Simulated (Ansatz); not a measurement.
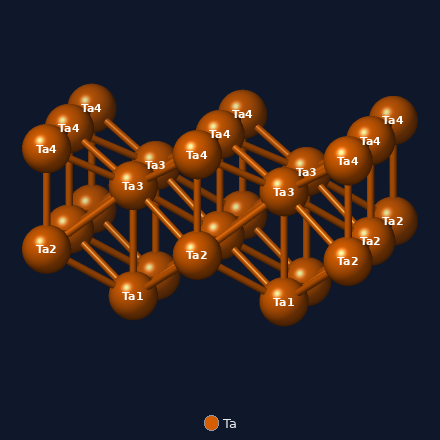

The system is N on a Ta(110) slab cut from the Fm-3m phase, its upper half relaxed before the scan (4 atoms of substrate and one adsorbate in a 1 × 1 cell); the picture shows it without the atoms that are moved over the map. 
- N is moved along a line over the surface and along the normal, above a rigid substrate.
- Coordinates scanned: (1) position of N5 along the diagonal of the surface cell, from above Ta4; (2) height of N5 above the plane of Ta4.
- The grid has 8 × 8 points; 31 points were computed and 18 follow by symmetry. At 15 points there is no value (left out of the scan, as a rule where atoms come close).
- Points are written as (first, second).
- All energies are given in eV relative to the lowest grid point.
- Energies and slopes of some neighbouring points disagree (a jump in structure or state, or too coarse a mesh).
- These are results of DFT LDA, scalar-relativistic, plane waves, PAW in Ansatz, not measurements. Settings: cutoff 420 eV, k-mesh 9×7×1, gaussian smearing 0.1 eV, spin-polarised.

Range: position of N5 along the diagonal of the surface cell from 0.00 to 4.44 Å; height of N5 above the plane of Ta4 from 0.77 to 4.17 Å.

> Predict the map.

The lowest grid point is at (2.54 Å, 0.77 Å) [nearest 1 Ta at 1.98 Å]. It lies at the edge of the scanned range, so the true minimum may lie outside. The highest grid point, (2.54 Å, 4.17 Å), lies 5.88 eV above the lowest.

| second ↓, first → | 0.00 | 0.63 | 1.27 | 1.90 | 2.54 | 3.17 | 3.80 | 4.44 |
| --- | --- | --- | --- | --- | --- | --- | --- | --- |
| 4.17 | 5.85 | 5.85 | 5.86 | 5.87 | 5.88 | 5.87 | 5.86 | 5.85 |
| 3.47 | 5.62 | 5.65 | 5.70 | 5.75 | 5.76 | 5.75 | 5.70 | 5.65 |
| 2.97 | 5.16 | 5.24 | 5.40 | 5.55 | 5.60 | 5.55 | 5.40 | 5.24 |
| 2.57 | 4.40 | 4.56 | 4.91 | 5.22 | 5.34 | 5.22 | 4.91 | 4.56 |
| 2.12 | 2.91 | 3.15 | 3.83 | 4.49 | 4.73 | 4.49 | 3.83 | 3.15 |
| 1.67 | – | – | 2.00 | 3.11 | 3.57 | 3.11 | 2.00 | – |
| 1.22 | – | – | – | 1.14 | 1.85 | 1.14 | – | – |
| 0.77 | – | – | – | – | 0.00 | – | – | – |

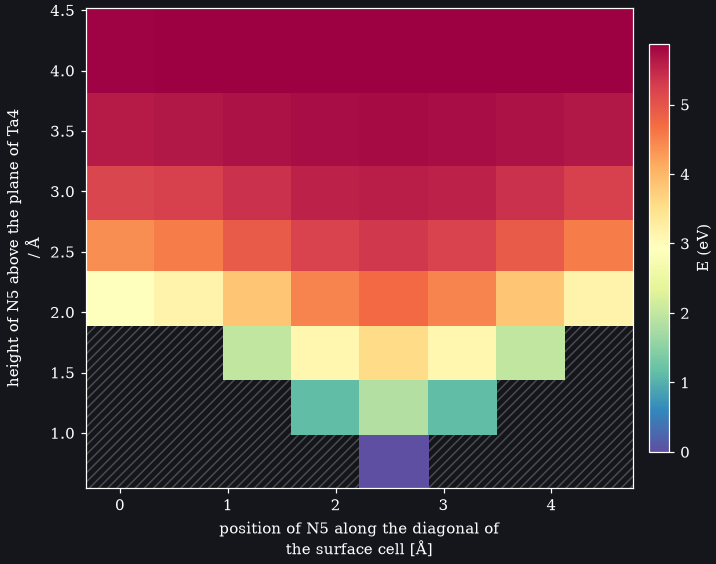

Drawn: one coloured cell a grid point, hatched blanks where no value was computed.

Each point was launched as `ansatz run input.yaml --threads 1 --pin off --max-ram 3072MiB --backend cpu --events-out ev --progress --plain --runs-dir out`. Time for the 31 points that were run: 17 min on 1 thread of AMD EPYC 9R45 96-Core Processor (Zen 5) (shared host).

PAW datasets: the set soft_1.
